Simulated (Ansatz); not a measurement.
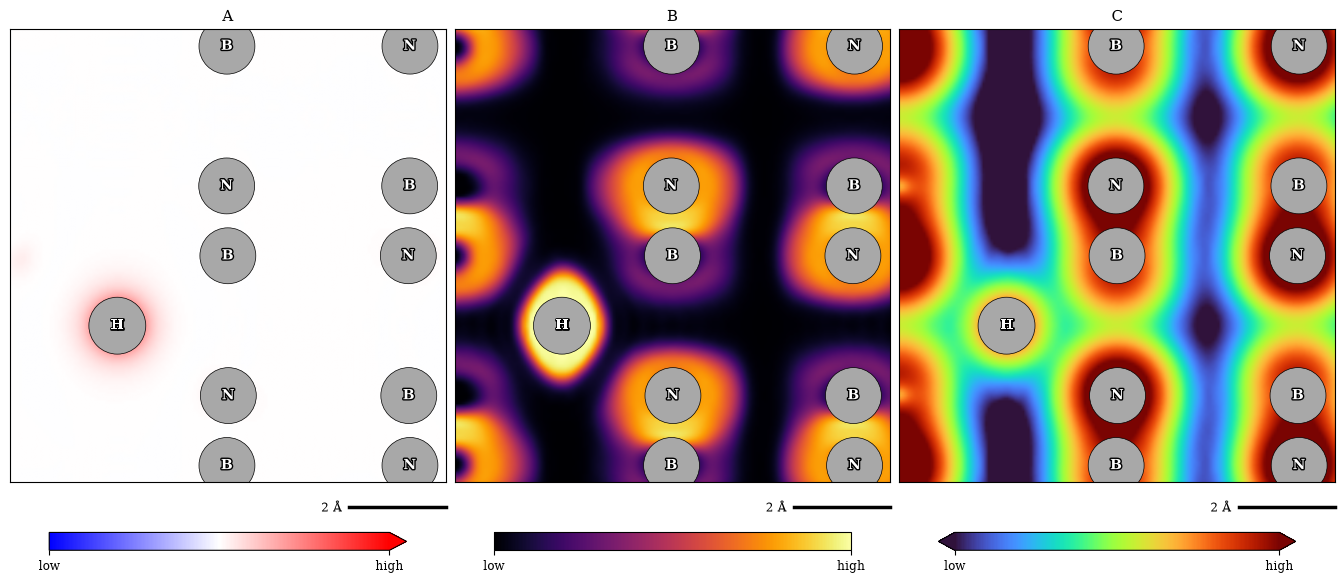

B24HN24 (cell with a defect): 3 fields on the (001) plane of the calculation cell, with unlabelled colour scales. Grey discs cover the atomic cores.

Spin-polarised.

Method: Ansatz 0.2.0, DFT PBE, scalar-relativistic, plane waves, PAW.

> Which field does each panel show? The fields are: electron localisation function, spin density and valence pseudo-density.

Panel A: spin density (confined to the magnetic sites and close to zero elsewhere). Panel B: electron localisation function. Panel C: valence pseudo-density. From the grid: B–N (1.45 Å): the density is about 1.8 e/Å³ at the midpoint; the ELF peaks at about 0.95 between the atoms (a shared but strongly polarised pair). B–H (2.71 Å): ρ is about 0.08 e/Å³ halfway; the ELF climbs to about 1 towards the hydrogen, as it does in any bond to H.
